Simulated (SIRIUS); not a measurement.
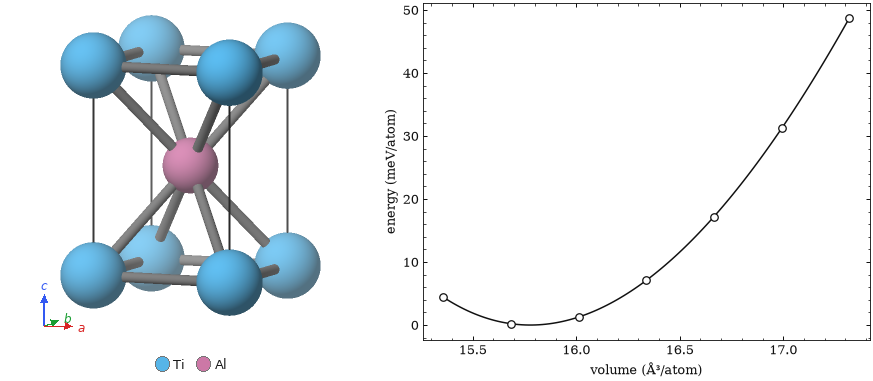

Plotted: energy against volume for TiAl, space group P4/mmm (No. 123). The conventional cell is drawn beside the plot.

The given structure:
```cif
data_structure
_symmetry_space_group_name_H-M 'P 1'
_symmetry_Int_Tables_number 1
_cell_length_a 2.8373
_cell_length_b 2.8373
_cell_length_c 4.0591
_cell_angle_alpha 90.000
_cell_angle_beta 90.000
_cell_angle_gamma 90.000
_cell_volume 32.68
loop_
_atom_site_label
_atom_site_type_symbol
_atom_site_fract_x
_atom_site_fract_y
_atom_site_fract_z
_atom_site_occupancy
Ti1 Ti 0.00000 0.00000 0.00000 1
Al1 Al 0.50000 0.50000 0.50000 1
```

Calculation (SIRIUS 7.10.0): plane-wave DFT, no spin polarisation; energies at scaled volumes of the given cell, shape and fractions fixed, counted from the fit's minimum, third-order Birch-Murnaghan fit. Level: PBEsol.

k mesh 9×9×7; occupations Fermi–Dirac; smearing width 0.05 eV; potentials dojo sr pbesol 0.4.1 standard; wave cutoff 1152 eV; density cutoff 4606 eV.

From this curve and the settings, what does the calculation give for the pressure at the same points?

The pressure falls from 3.43 GPa at volume 15.36 Å³/atom to −9.39 GPa at 17.32 Å³/atom, and changes sign near 15.78 Å³/atom.

```json
{"volume (Å³/atom)": "15.36", "pressure (GPa)": "3.43"}
{"volume (Å³/atom)": "15.68", "pressure (GPa)": "0.72"}
{"volume (Å³/atom)": "16.01", "pressure (GPa)": "-1.73"}
{"volume (Å³/atom)": "16.34", "pressure (GPa)": "-3.95"}
{"volume (Å³/atom)": "16.67", "pressure (GPa)": "-5.95"}
{"volume (Å³/atom)": "16.99", "pressure (GPa)": "-7.76"}
{"volume (Å³/atom)": "17.32", "pressure (GPa)": "-9.39"}
```

Keep in mind: shape and atomic fractions are frozen while scaling, which makes layered, chain and framework solids too stiff.
